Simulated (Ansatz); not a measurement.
Here is a crystal structure:

```
CELL_PARAMETERS angstrom
4.24680 0.00000 0.00000
0.00000 4.24680 0.00000
0.00000 0.00000 4.24680
ATOMIC_POSITIONS crystal
Ti 0.00000 0.00000 0.00000
N 0.50000 0.00000 0.00000
Ti 0.00000 0.50000 0.50000
N 0.50000 0.50000 0.50000
Ti 0.50000 0.00000 0.50000
N 0.00000 0.00000 0.50000
Ti 0.50000 0.50000 0.00000
N 0.00000 0.50000 0.00000
```

What crystal do these data define?

Its composition is TiN. The symmetry is that of Fm-3m (No. 225), on a face-centred cubic lattice. Its structure type: rock salt (NaCl type). Atoms per cell: 8 (4 Ti, 4 N). The polyhedra are TiN6 octahedra; they share corners and edges. Around each Ti lie six N in an octahedral arrangement at 2.12 Å. The neighbours of N are six Ti in an octahedral arrangement at 2.12 Å. Not all metal-metal contacts are counted. The bonds build a three-dimensional framework.

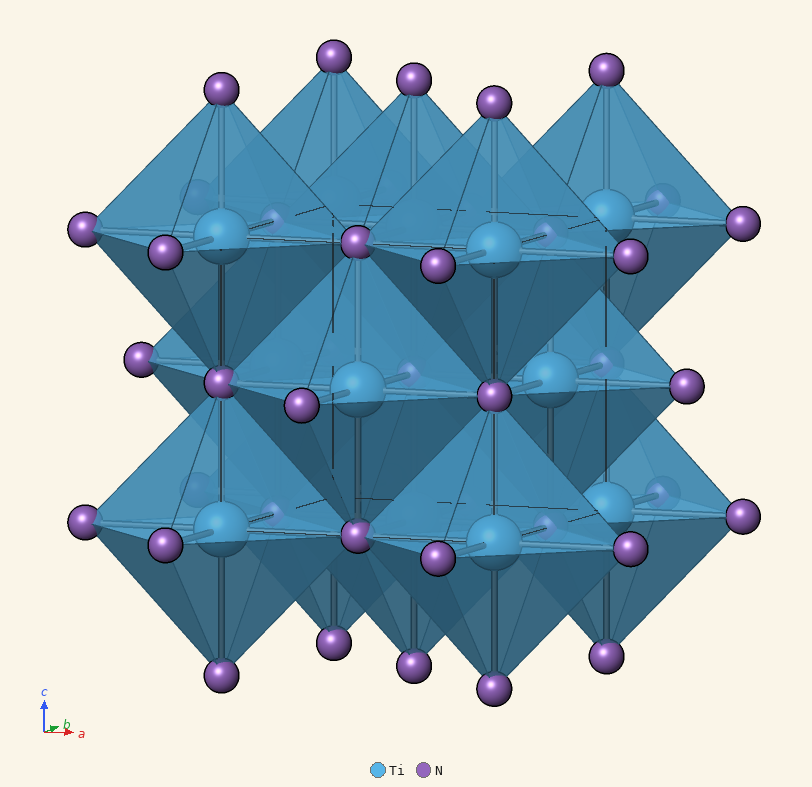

A polyhedral picture of a crystal structure, seen slightly off an axis. The wireframe shows the conventional unit cell. A few atoms beyond the faces are included. Colours: titanium blue, nitrogen purple.

The cell started as a structure listed in the Materials Project. It is drawn as it came out of a relaxation with DFT PBE, scalar-relativistic, plane waves, PAW (Ansatz 0.2.0).
